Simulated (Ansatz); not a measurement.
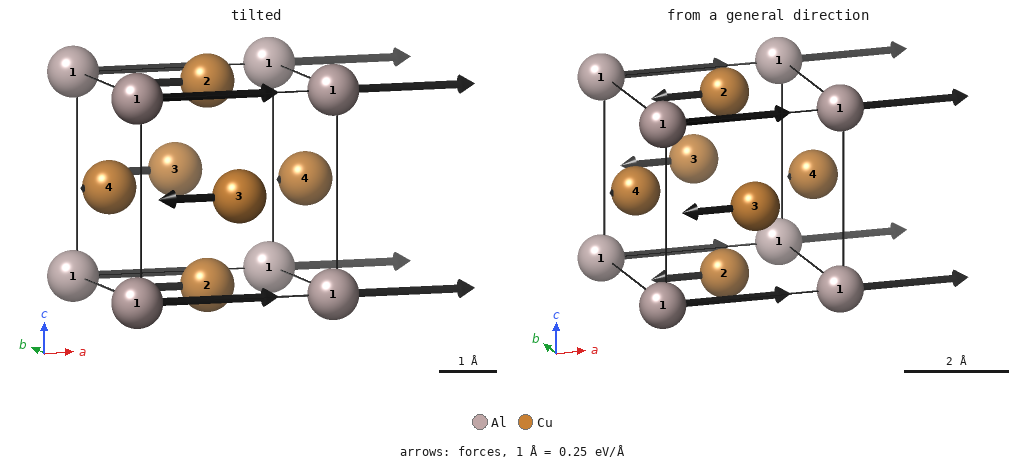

An orthographic spheres-only view of the structure, slightly off an axis and from a general direction. The lines enclose the simulation cell; boundary atoms appear with their images. The arrows are the computed forces on the atoms.

System: AlCu3. Computational set-up: DFT PBEsol, scalar-relativistic, plane waves, PAW in Ansatz, wavefunction cutoff 420 eV, Brillouin-zone sampling on a 14×14×14 mesh, Gaussian smearing of 0.15 eV, no spin polarisation.

### Has this structure been optimised to equilibrium?

No. The atoms still feel forces of up to about 0.55 eV/Å, far above a usual threshold of 0.01 to 0.03 eV/Å.

### Where does the largest force act?

Al1, about 0.55 eV/Å.

The model was built from a structure listed in the Materials Project. The cell was then strained or its atoms displaced on purpose. It went into a calculation with Ansatz.
